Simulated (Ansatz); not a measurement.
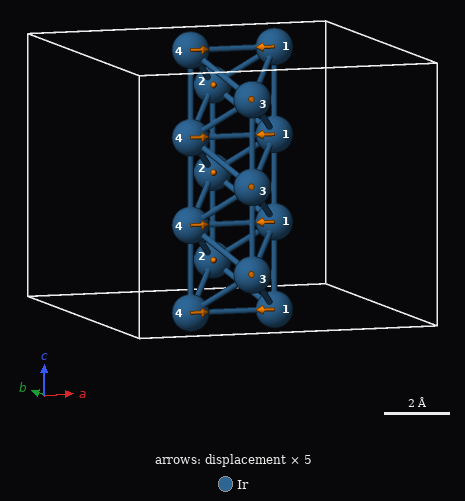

This is a relaxation of a wire of composition Ir. The starting structure is drawn; orange arrows show the displacements (the part carried along by the change of the cell is left out), 5 times their true length.

The picture is a ball-and-stick view of the 3 repeat of the cell, with the vacuum cut short, seen slightly off an axis.

Case: wire along [1 1 0], 4 atoms a period.

The calculation used DFT PBE, scalar-relativistic, plane waves, PAW (Ansatz 0.2.0). Settings: plane-wave cutoff 420 eV; k-point mesh 1 × 1 × 20; occupations gaussian; smearing width 0.05 eV; no spin polarisation; cell relaxed at fixed a, b, alpha, beta, gamma; force threshold 0.02 eV/Å; at most 45 steps.

Describe the change and its energy.

Answer. The largest moves relative to the centre of the atoms, 0.13 Å, are those of Ir1 and Ir4. Along the periodic axis the drawn cell goes c 8.211 → 7.749 Å (−5.6 %). Near-neighbour distances that change, for instance: Ir1–Ir4 2.737 → 2.486 Å, Ir1–Ir1 2.737 → 2.583 Å, Ir1–Ir2 2.737 → 2.605 Å. Bond angles that change, for instance: Ir1–Ir2–Ir4 90.0° → 87.0°, Ir1–Ir2–Ir4 60.0° → 57.0°. After 5 accepted moves (6 points after the start) the energy has fallen by 1.119 eV per cell of the calculation. Largest force component: 3.1 eV/Å at the start, 0.006 eV/Å at the end. The SCF was repeated once at an unchanged geometry on a basis and grid sized afresh for the cell, which shifted the energy by 2.6 meV per cell of the calculation at most.

Limits of the set-up: the k-point mesh is coarse for a cell with partly filled bands.
